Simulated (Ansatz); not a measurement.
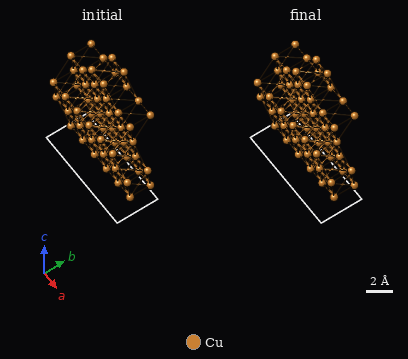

The structure of a slab of composition Cu (cut from the Fm-3m phase) before (left) and after (right) a constrained relaxation, at one scale.

The picture is a ball-and-stick view of the 1 × 2 repeat of the cell, outlined in the plane, without the vacuum (origin shifted), seen from a free direction.

Case: stripe over 2 of 6 cells, two steps. 12 atoms are held fixed.

Method: DFT PBE, scalar-relativistic, plane waves, PAW in Ansatz.

The input:
```yaml
crystal:
  lattice:
    - [15.3997178123, 0.0, 0.0]
    - [-1.2833098177, 2.2227578061, 0.0]
    - [0.0, 0.0, 20.3825446274]
  atoms:
    - { symbol: Cu, position: [0.0, 0.0, 0.0735923815] }
    - { symbol: Cu, position: [0.0555555556, 0.6666666667, 0.1764076185] }
    - { symbol: Cu, position: [0.1111111111, 0.3333333333, 0.2792228555] }
    - { symbol: Cu, position: [0.1666666667, 1.0, 0.0735923815] }
    - { symbol: Cu, position: [0.2222222222, 0.6666666667, 0.1764076185] }
    - { symbol: Cu, position: [0.2777777778, 0.3333333333, 0.2792228555] }
    - { symbol: Cu, position: [0.3333333333, 1.0, 0.0735923815] }
    - { symbol: Cu, position: [0.3888888889, 0.6666666667, 0.1764076185] }
    - { symbol: Cu, position: [0.4444444444, 0.3333333333, 0.2792228555] }
    - { symbol: Cu, position: [0.5, 1.0, 0.0735923815] }
    - { symbol: Cu, position: [0.5555555556, 0.6666666667, 0.1764076185] }
    - { symbol: Cu, position: [0.6111111111, 0.3333333333, 0.2792228555] }
    - { symbol: Cu, position: [0.6666666667, 1.0, 0.0735923815] }
    - { symbol: Cu, position: [0.7222222222, 0.6666666667, 0.1764076185] }
    - { symbol: Cu, position: [0.7777777778, 0.3333333333, 0.2792228555] }
    - { symbol: Cu, position: [0.8333333333, 1.0, 0.0735923815] }
    - { symbol: Cu, position: [0.8888888889, 0.6666666667, 0.1764076185] }
    - { symbol: Cu, position: [0.9444444444, 0.3333333333, 0.2792228555] }
    - { symbol: Cu, position: [0.0, 0.0, 0.3820380925] }
    - { symbol: Cu, position: [0.1666666667, 0.0, 0.3820380925] }
    - { symbol: Cu, position: [0.3333333333, 0.0, 0.3820380925] }
    - { symbol: Cu, position: [0.5, 0.0, 0.3820380925] }
    - { symbol: Cu, position: [0.6666666667, 0.0, 0.3820380925] }
    - { symbol: Cu, position: [0.8333333333, 0.0, 0.3820380925] }
    - { symbol: Cu, position: [0.0555555556, 0.6666666667, 0.4848533296] }
    - { symbol: Cu, position: [0.2222222222, 0.6666666667, 0.4848533296] }
basis:
  ecutwfc: 420
kpoints:
  mp_grid: { grid: [3, 18, 1] }
hamiltonian:
  xc: pbe
scf:
  occupations: { method: gaussian, width: 0.1 }
output:
  forces: true
  eigenvalues: true
  populations: true
relax:
  adjacent_minimum: "off"
  f_tol: 0.02
  max_steps: 45
  constraints: [{ sites: [0, 1, 3, 4, 6, 7, 9, 10, 12, 13, 15, 16] }]
efield:
  axis: 3
  dipole_correction: true
  ramp_width: 0.04
```

Command:
```bash
ansatz run input.yaml --threads 4 --pin off --max-ram 11264MiB --backend cpu --events-out ev --progress --plain --runs-dir out
```

Describe what moved and what it gained.

Answer. The largest move is that of Cu25, 0.17 Å at 8° to the normal (−c side). The lattice vectors keep their values. Some distances before and after: Cu19–Cu20 2.567 → 2.645 Å, Cu19–Cu25 2.567 → 2.491 Å, Cu20–Cu25 2.567 → 2.499 Å, Cu19–Cu24 2.567 → 2.532 Å. Over 2 accepted moves (3 points after the start) the energy falls by 87.7 meV per cell of the calculation. Largest force component: 0.39 eV/Å at the start, 0.017 eV/Å at the end. The line search rejected the trial step at point 2 of the run.
